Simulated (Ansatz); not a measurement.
**Wannier-function calculation of MgS**

The run: Wannier-function calculation of MgS (P6₃mc, 4 atoms in the cell). Method and program: maximally localised Wannier functions of PBE bands, plane waves, PAW, no spin polarisation (Ansatz 0.2.0).

The structure was built on a prototype by a generator. The geometry comes from this level: r2SCAN. It belongs to a series of runs on one base structure; here: anion p.

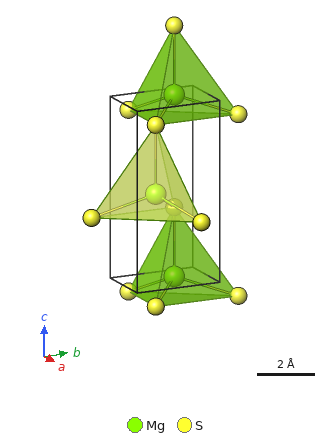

**Figure 1.** The structure as given in the input (polyhedral view of the cell of the calculation, seen slightly off an axis; polyhedra are completed across the faces of the cell).

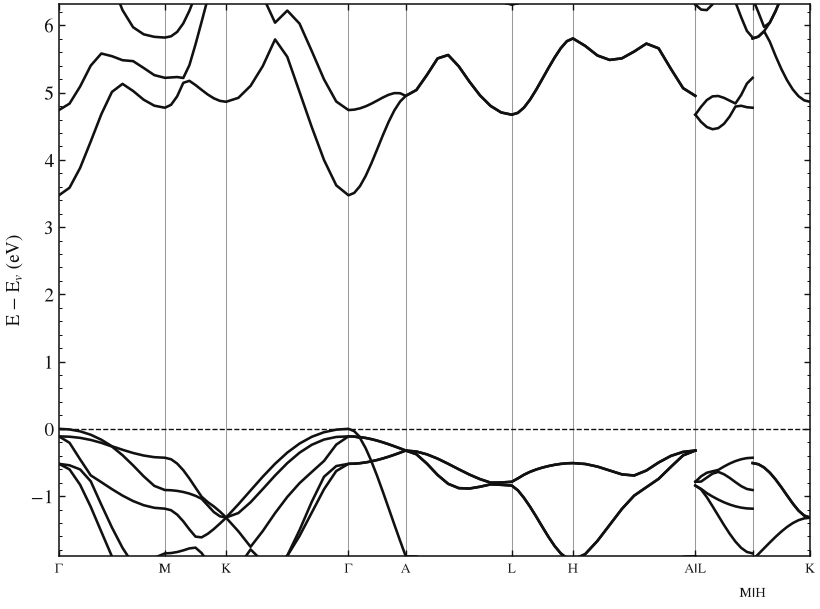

**Figure 2.** Band structure along Γ–M–K–Γ–A–L–H–A|L–M|H–K, with energies from the valence-band top. There is a gap of 3.47 eV on this path, direct, at Γ.

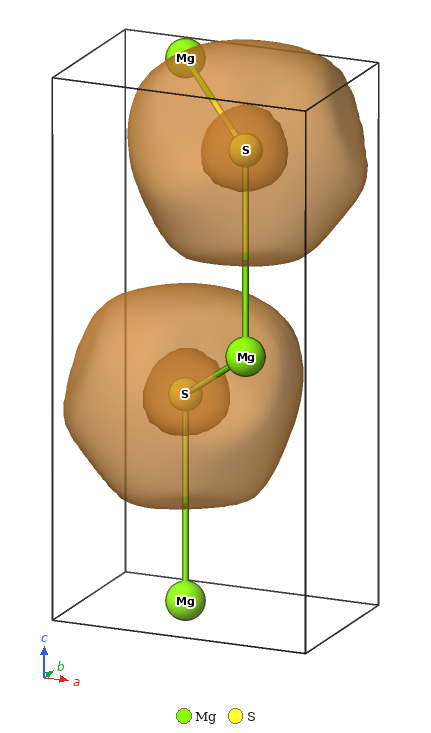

**Figure 3.** Isosurface of the ELF at 0.65 (orange), seen slightly off an axis. Only the valence region is drawn (cores and ρ < 0.01 e/Å³ removed). Sticks mark near contacts. The outline is the cell set on symmetry axes. Values along the shortest contacts: Mg–S (2.45 Å): the ELF is about 0.80 at the midpoint. The fields are those of the smooth PAW valence density.

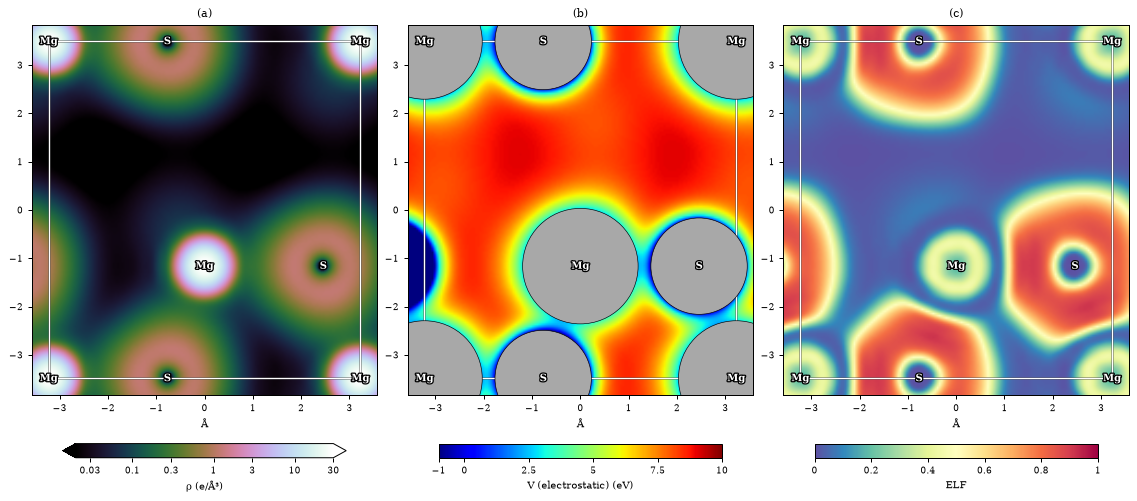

**Figure 4.** (a) valence pseudo-density; (b) electrostatic potential (local pseudopotential plus Hartree) felt by an electron; (c) electron localisation function on the (110) plane of the conventional cell. Grey discs, where drawn, cover atomic cores. The plane passes through Mg and S nuclei. Mg–S (2.45 Å): the density is about 0.37 e/Å³ at the midpoint; the ELF is about 0.80 at the midpoint. Away from the nuclei the density in this plane falls to 0.009 e/Å³ at its lowest. Outside the cores the potential energy rises away from the atoms and is highest about 2.4 Å from the nearest atoms; outside the discs it spans about 9 eV, and its zero is arbitrary.

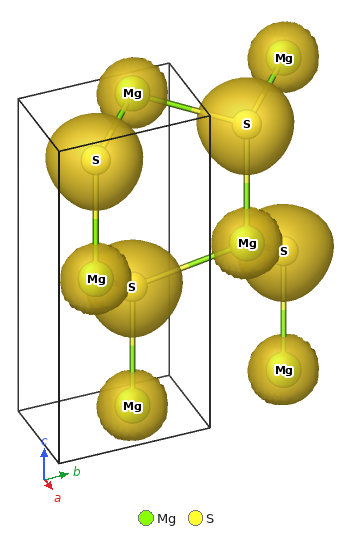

**Figure 5.** Isosurface of the valence pseudo-density at 0.6 e/Å³ (yellow), seen slightly off an axis. Sticks mark near contacts. The outline is the cell set on symmetry axes. At this value the density breaks into separate islands; it holds about 70 % of the electrons treated as valence (semicore included). It is pinched off along the Mg–S (2.45 Å) contacts. On the grid the lowest density along these lines, outside the cores, is 0.26 e/Å³ (Mg–S, 2.45 Å).

The input that produced these results follows, with the program's output.

## Input
```yaml
crystal:
  lattice:
    - [4.028625632, 0.0, 0.0]
    - [-2.014312816, 3.4888921397, 0.0]
    - [0.0, 0.0, 6.4543927776]
  atoms:
    - { symbol: Mg, position: [0.3333333333, 0.6666666667, -0.0028727191] }
    - { symbol: Mg, position: [0.6666666667, 0.3333333333, 0.4971272809] }
    - { symbol: S, position: [0.3333333333, 0.6666666667, 0.3778727191] }
    - { symbol: S, position: [0.6666666667, 0.3333333333, 0.8778727191] }
kpoints:
  mp_grid: { grid: [6, 6, 4] }
  band_path:
    path:
      - [[0.0, 0.0, 0.0], [0.5, -3.985455483862e-17, 1.734033756286e-35], [0.3333333333333, 0.3333333333333, 3.468067512571e-35], [0.0, 0.0, 0.0], [0.0, -7.348181866542e-53, 0.5], [0.5, -3.985455483862e-17, 0.5], [0.3333333333333, 0.3333333333333, 0.5], [0.0, -7.348181866542e-53, 0.5]]
      - [[0.5, -3.985455483862e-17, 0.5], [0.5, -3.985455483862e-17, 1.734033756286e-35]]
      - [[0.3333333333333, 0.3333333333333, 0.5], [0.3333333333333, 0.3333333333333, 3.468067512571e-35]]
    npoints: 10
hamiltonian:
  xc: pbe
scf:
  occupations: { method: fixed }
  n_extra_bands: 6
output:
  forces: false
  stress: false
  eigenvalues: true
  wannier:
    kmesh: [6, 6, 4]
    projections: [{ species: S, l: p, shell: 3 }]
    minimise: true
    write_hr: true
    conv_tol: 1.0e-08
    max_iter: 3000
  write_density: true
  write_potential: true
  elf: true
  volumetric_format: npy
```

## File wannier.win
```
! ansatz wannier90 interface
! projections by site (counted from 0) and shell: 2 3P, 3 3P
! states of the run's bands (counted from 1): 11-16
! their least projectability: 0.9111
num_bands = 6
num_wann  = 6
num_iter  = 2000
conv_tol = 1e-8
conv_window = 5
guiding_centres = true
write_hr = true

begin unit_cell_cart
Ang
        4.028625632029364                      0.0                      0.0
       -2.014312816014682       3.4888921396745696                      0.0
                      0.0                      0.0             6.4543927776
end unit_cell_cart

begin atoms_frac
Mg        0.3333333333333333       0.6666666666666666            -0.0028727191
Mg        0.6666666666666666       0.3333333333333333             0.4971272809
S         0.3333333333333333       0.6666666666666666             0.3778727191
S         0.6666666666666666       0.3333333333333333             0.8778727191
end atoms_frac

mp_grid = 6 6 4
```

Launch command:
```bash
ansatz run input.yaml --threads 4 --pin off --max-ram 3686MiB --backend cpu --events-out ev --progress --plain --runs-dir out
```

## Log
```
scf.n_extra_bands = 6 over 16 filled bands (N_el = 32.0): the run solves 22 bands
Engine: ansatz 0.2.0, aarch64-unknown-linux-gnu
Pseudopotentials: kind: paw
Pseudopotential: Mg, paw, valence charge 10, recommended cutoff 420 eV (normal), Mg.paw.azcp
Pseudopotential: S, paw, valence charge 6, recommended cutoff 420 eV (normal), S.paw.azcp
Functional definition: PBE
  parameter kappa = 0.804
  parameter beta = 0.06672455060314922
  exchange = pbe_x(kappa = kappa, mu = beta*pi^2/3)
  correlation = pbe_c(beta = beta)
Crystal: 4 atoms, lattice volume = 90.719 Å³
Basis set: ecut = 420 eV, 1785 PW (Γ)
Bands: 22, of which v1, the nominal top of the filled ones, is band 16 counted from 1 (15 counted from 0)
Symmetry: 12 space group operations
Space group: P63mc (ITA 186), of the structure as read, at distance tolerance 4.5e-5 Å
k-points: 21 of 144 (time reversal used)
Non-local potential: Mg, projectors of the file, l = 0: 3, l = 1: 2, l = 2: 1
Non-local potential: S, projectors of the file, l = 0: 2, l = 1: 2, l = 2: 2
PAW form: soft (Blöchl's): semilocal exchange-correlation on the pseudo side does not see the compensation charge
PAW one-centre angular grid: Mg, 110 points (default); XC on 64 Gauss nodes
PAW one-centre angular grid: S, 110 points (default); XC on 64 Gauss nodes
Initial density: superposition of atomic densities (neutral atoms: chi_scale 0, normalization atom), corrected by the library's trained network
Initial wavefunctions: pseudopotential atomic-orbital guess
Functional: x = pbe(κ = 0.804, μ = 0.2195149727645171), c = pbe(β = 0.06672455060314922)
SCF iter   1: F=—  HF=-5657.474226 eV  |F-HF|=—  |Δ(HF+E_count)|=         —  Δρ=5.93e-4  dr2=2.03e-4  ethr=1.77e-3  ⟨swp⟩=5.0  Hψ=1942  notcnv=0  defer=78
preconditioner: auto → Resta (q_TF=auto, 2.293 Å⁻¹)  ε∞=3.2  [insulator: Δε(μ)=3.469 eV  Ē_g=10.504 eV  n_scr=22 (ndim 8)  ℏωp=15.6 eV  f_vac=0.036  ε∞_Penn≈3.2]
SCF iter   2: F=—  HF=-5657.470933 eV  |F-HF|=—  |Δ(HF+E_count)|=   3.29e-3  Δρ=3.70e-4  dr2=1.49e-4  ethr=6.34e-7  ⟨swp⟩=3.0  Hψ=1072  notcnv=0  defer=83
SCF iter   3: F=—  HF=-5657.470907 eV  |F-HF|=—  |Δ(HF+E_count)|=   2.55e-5  Δρ=2.29e-4  dr2=5.67e-5  ethr=4.66e-7  ⟨swp⟩=2.0  Hψ=538  notcnv=0  defer=79
SCF iter   4: F=—  HF=-5657.470938 eV  |F-HF|=—  |Δ(HF+E_count)|=   3.09e-5  Δρ=7.44e-5  dr2=4.62e-6  ethr=1.77e-7  ⟨swp⟩=3.0  Hψ=789  notcnv=0  defer=79
SCF iter   5: F=—  HF=-5657.470946 eV  |F-HF|=—  |Δ(HF+E_count)|=   7.70e-6  Δρ=4.35e-5  dr2=1.55e-6  ethr=1.44e-8  ⟨swp⟩=2.2  Hψ=616  notcnv=0  defer=84
SCF iter   6: F=—  HF=-5657.470946 eV  |F-HF|=—  |Δ(HF+E_count)|=   5.53e-7  Δρ=1.27e-5  dr2=1.32e-7  ethr=4.86e-9  ⟨swp⟩=3.0  Hψ=760  notcnv=0  defer=84
SCF iter   7: F=-5657.470946 eV  HF=-5657.470946 eV  |F-HF|=2.08e-9  |Δ(HF+E_count)|=   4.28e-8  Δρ=1.89e-6  dr2=3.83e-9  ethr=3.13e-10  ⟨swp⟩=8.0  Hψ=1939  notcnv=0
SCF 1 converged in 7 iterations: F = -5657.470946 eV  dr2 = 3.83e-9
  greatest PAW one-centre occupation: 1.000 electrons in one spin orbital (limit 2), on the Mg atom at site 1 (counted from 0), in its partial waves of l = 0
NSCF: frozen V_eff on 93 k-points
NSCF: frozen V_eff on 24 k-points
the Wannier pass solved 24 of the 144 points of its mesh, and has the states at the others by symmetry: states obtained by the crystal's operations at points that were solved too leave a residual of 1.68e-13 eV (read by the count's bands and the next), within 6.67e-6 eV
SCF converged after 7 iterations
Free energy (F): -5657.470946 eV
Harris-Foulkes:  -5657.470946 eV  (|F-HF|=2.08e-9)
Internal energy: -5657.470946 eV  (E = F + TS)
E sigma→0 (E₀):  -5657.470946 eV
Fermi energy:    3.228956 eV
--- Per-component energies (eV) ---
  E_band       = -739.885717
  E_kinetic    = 368.310979
  E_local      = -3773.110745  (includes V_loc(G=0)·N_el)
  E_nonlocal   = 247.177188
  E_hartree    = 1367.930126
  E_xc         = -254.254217
  E_vxc        = -252.280846  (∫ρ·V_xc dr)
  E_paw        = -1785.522021  (= ΣΔE_a)
  E_vpaw       = -65.842197  (= ΣTr[D̂ρ^β])
  E_aug_tail   = -0.000003  (compensation charges beyond the density's cutoff)
  E_ewald      = -1828.002252
  E_smearing   = -0.000000  (= −TS)
  E_closure    = -0.000000  (closes the sum)
  Σ components = -5657.470946   (vs F -5657.470946, Δ=0.00e0)
--- Band table (eV; the first three rows and the last of 21) ---
  k-point 0: bands = ["-70.6446", "-70.6445", "-37.4037", "-37.4010", "-37.3985", "-37.3985", "-37.3980", "-37.3980", "-8.1442", "-7.4190", "0.0348", "2.7085", "2.7085", "3.1168", "3.1168", "3.2290", "6.7019", "7.9693", "10.7527", "10.7527", "11.4120", "11.7534"]
  k-point 1: bands = ["-70.6446", "-70.6446", "-37.4033", "-37.4014", "-37.3984", "-37.3984", "-37.3981", "-37.3981", "-8.0513", "-7.5413", "0.3918", "2.5282", "2.7650", "2.7650", "3.0535", "3.0535", "7.3847", "8.1097", "10.7128", "10.7128", "11.0243", "11.3878"]
  k-point 2: bands = ["-70.6446", "-70.6446", "-37.4023", "-37.4023", "-37.3983", "-37.3983", "-37.3983", "-37.3983", "-7.8106", "-7.8106", "1.3328", "1.3328", "2.9058", "2.9058", "2.9058", "2.9058", "8.1806", "8.1806", "10.8435", "10.8435", "10.8925", "10.8925"]
  k-point 20: bands = ["-70.6445", "-70.6445", "-37.4024", "-37.4024", "-37.3995", "-37.3995", "-37.3994", "-37.3994", "-7.2888", "-7.2888", "0.4745", "0.4745", "1.2804", "1.2804", "2.7193", "2.7193", "9.0342", "9.0342", "9.6313", "9.6313", "11.6332", "11.6332"]
Wannier search: line search 1 of at most 3000: gauge-dependent spread (as the search counts it) 0.0909376 Å², largest recent change 4.0e-3 Å² and fall left 2.8e-6 Å² against conv_tol 1.0e-8 Å², 0 stops escaped
```

## File rho_z.tsv
```
# z_ang	rho[e/angstrom^3]
# format = ansatz-planar-average/11
# lattice	4.028625632	0.000000000	0.000000000
# lattice	-2.014312816	3.488892140	0.000000000
# lattice	0.000000000	0.000000000	6.454392778
# sites	4
# site	12	0.000000000	2.325928093	-0.018541657
# site	12	2.014312816	1.162964047	3.208654731
# site	16	0.000000000	2.325928093	2.438938949
# site	16	2.014312816	1.162964047	5.666135338
0.000000	1.084127e0
0.143431	8.740357e-1
0.286862	5.316254e-1
0.430293	2.510858e-1
0.573724	1.118295e-1
0.717155	6.779200e-2
0.860586	5.788945e-2
1.004017	5.954803e-2
1.147448	6.892982e-2
1.290879	8.552763e-2
1.434310	1.103995e-1
1.577740	1.444520e-1
1.721171	1.860712e-1
1.864602	2.289328e-1
2.008033	2.641669e-1
2.151464	2.867116e-1
2.294895	3.006230e-1
2.438326	3.158789e-1
2.581757	3.492621e-1
2.725188	4.449147e-1
2.868619	6.512693e-1
3.012050	9.229137e-1
3.155481	1.091407e0
3.298912	1.007720e0
3.442343	7.061557e-1
3.585774	3.748003e-1
3.729205	1.649435e-1
3.872636	8.255963e-2
4.016067	6.078042e-2
4.159498	5.764747e-2
4.302929	6.335332e-2
4.446359	7.627991e-2
4.589790	9.684696e-2
4.733221	1.262837e-1
4.876652	1.645971e-1
5.020083	2.079046e-1
5.163514	2.479951e-1
5.306945	2.770012e-1
5.450376	2.941666e-1
5.593807	3.073892e-1
5.737238	3.283869e-1
5.880669	3.854021e-1
6.024100	5.337186e-1
6.167531	7.875081e-1
6.310962	1.032299e0
```

## File v_z.tsv
```
# z_ang	v_es[eV]	v_tot[eV]
# format = ansatz-planar-average/11
# xc	pbe
# density_cutoff_ev	1680
# datasets	Mg=:simpson_from_first_knot:soft	S=:simpson_from_first_knot:soft
# lattice	4.028625632	0.000000000	0.000000000
# lattice	-2.014312816	3.488892140	0.000000000
# lattice	0.000000000	0.000000000	6.454392778
# sites	4
# site	12	0.000000000	2.325928093	-0.018541657
# site	12	2.014312816	1.162964047	3.208654731
# site	16	0.000000000	2.325928093	2.438938949
# site	16	2.014312816	1.162964047	5.666135338
0.000000	-2.740177e0	-1.234173e1
0.143431	-1.337132e0	-1.028115e1
0.286862	4.426647e-1	-7.721343e0
0.430293	2.391702e0	-4.941565e0
0.573724	4.131670e0	-2.414111e0
0.717155	5.430937e0	-5.665525e-1
0.860586	6.328793e0	5.071396e-1
1.004017	6.983455e0	1.159125e0
1.147448	7.432208e0	1.412027e0
1.290879	7.620971e0	1.251847e0
1.434310	7.489253e0	7.037092e-1
1.577740	6.910778e0	-4.051854e-1
1.721171	5.712248e0	-2.192639e0
1.864602	4.034265e0	-4.446297e0
2.008033	2.354908e0	-6.668414e0
2.151464	1.021266e0	-8.545873e0
2.294895	2.209745e-2	-1.003305e1
2.438326	-8.329036e-1	-1.124169e1
2.581757	-1.775167e0	-1.237940e1
2.725188	-2.848126e0	-1.349093e1
2.868619	-3.708737e0	-1.421864e1
3.012050	-3.887662e0	-1.415282e1
3.155481	-3.276000e0	-1.315019e1
3.298912	-2.089653e0	-1.137854e1
3.442343	-4.880593e-1	-9.055503e0
3.585774	1.419539e0	-6.328500e0
3.729205	3.308491e0	-3.618895e0
3.872636	4.840034e0	-1.383397e0
4.016067	5.919151e0	4.522728e-2
4.159498	6.680517e0	8.740142e-1
4.302929	7.236268e0	1.342925e0
4.446359	7.562947e0	1.376616e0
4.589790	7.599788e0	1.034824e0
4.733221	7.269125e0	2.312229e-1
4.876652	6.391459e0	-1.216728e0
5.020083	4.906600e0	-3.291226e0
5.163514	3.164320e0	-5.588990e0
5.306945	1.638740e0	-7.657344e0
5.450376	4.896016e-1	-9.334628e0
5.593807	-4.082549e-1	-1.065984e1
5.737238	-1.282281e0	-1.180796e1
5.880669	-2.307857e0	-1.295261e1
6.024100	-3.338109e0	-1.393359e1
6.167531	-3.901741e0	-1.430063e1
6.310962	-3.670045e0	-1.376535e1
```

## File wannier.spreads.toml
```
omega_i_ang2 = 11.293063135067868
omega_d_ang2 = 0.0013627918385632275
omega_od_ang2 = 0.08945682258855171
omega_total_ang2 = 11.383882749494983
least_projectability = 0.9111019903555065
b_vectors_match_mmn = true
n_iter = 41
converged = true
rejected_fitted_steps = 2

[[wannier]]
r = [1.9759071032063673, 1.2207655336609, 5.711207773234808]
spread = 1.8855918704481738

[[wannier]]
r = [-0.03085502770859027, 2.3880889222184916, 2.4840113904655765]
spread = 1.8855918713933022

[[wannier]]
r = [0.03840530414931207, 2.268126423003044, 2.484011391051814]
spread = 1.8855918718203348

[[wannier]]
r = [2.0451682065079333, 1.1008034797842385, 5.711207785892672]
spread = 1.8855918723655591

[[wannier]]
r = [2.020667442212741, 1.1666328098710737, 5.576509051455062]
spread = 1.9207576317138972

[[wannier]]
r = [-0.006354589051545479, 2.32225926558908, 2.349312662733869]
spread = 1.9207576317528403

[[curvature_check]]
after_line_search = 8
omega_tilde_before_ang2 = 0.09085200794509728
krylov_steps = 24
lowest_ritz_value_ang2 = -0.0005473141962866647
residual_ang2 = 1.4845946795106286e-18
settled = true
first_negative_step = 4
curvature_along_ang2 = -0.0005444282084441118
angle_rad = 0.1362928656600141
omega_tilde_after_ang2 = 0.09084723015140811
outcome = "escaped"

[[curvature_check]]
after_line_search = 41
omega_tilde_before_ang2 = 0.09081961442711493
krylov_steps = 19
lowest_ritz_value_ang2 = 0.0005473199291093936
residual_ang2 = 1.479669696399624e-12
settled = true
outcome = "no-negative-curvature"
```

## Key numbers

| quantity | value |
| --- | --- |
| outcome | converged |
| space group (tolerance 0.01 Å) | P6₃mc (186) |
| electrons treated | 32 |
| free energy | −5657.4709 eV |
| total spread of the Wannier functions | 11.384 Å² |
| Fermi energy | 3.229 eV |
| gap on the k-point mesh | 3.47 eV |
| hardware | 4 threads of Arm Neoverse N1, 60 GiB of memory available, shared host |
| wall time | 7.2 s (CPU time 26 s) |
| peak memory | 0.43 GiB |
